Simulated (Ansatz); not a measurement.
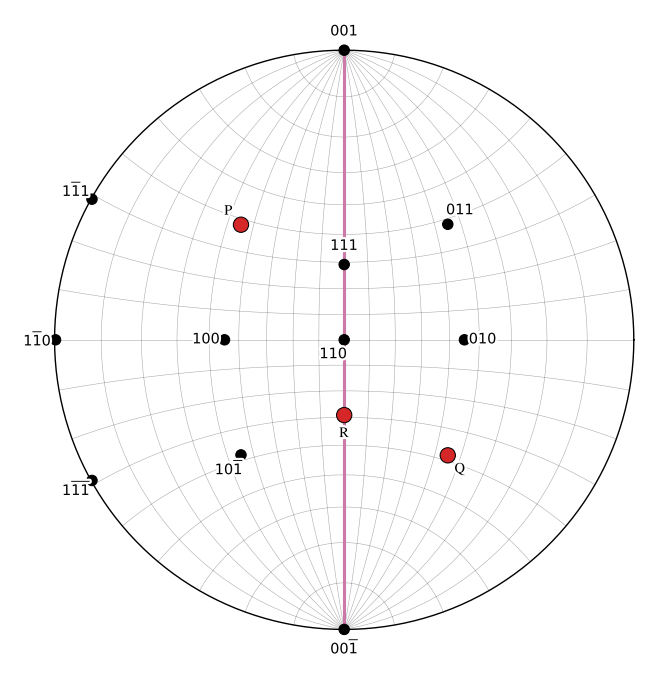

For CuO, the geometry relaxed at fixed volume with DFT PBE+U, scalar-relativistic, plane waves, PAW (Ansatz 0.2.0): stereographic projection of plane normals (upper hemisphere) centred on (1 1 0). The drawing is computed from the coordinates (standard cell, symmetry found to 0.002 Å).

a = 4.062 Å, b = 4.076 Å, c = 5.160 Å, α = 90.00°, β = 90.00°, γ = 90.00°.

Question: Index the poles marked P, Q, R.

Answer: P is (1 0 1), 56.2° from the centre; Q is (0 1 −1), 56.4° from the centre; R is (1 1 −1), 29.1° from the centre.

Question: Which zone does the coloured great circle trace?

Answer: The zone [1 −1 0]: its poles satisfy h − k = 0.

Question: What is the angle between the normals of (0 1 1) and (1 1 1), and what are their d_hkl = 1/|g|?

Answer: 38.2°; d = 3.198 Å and 2.513 Å.
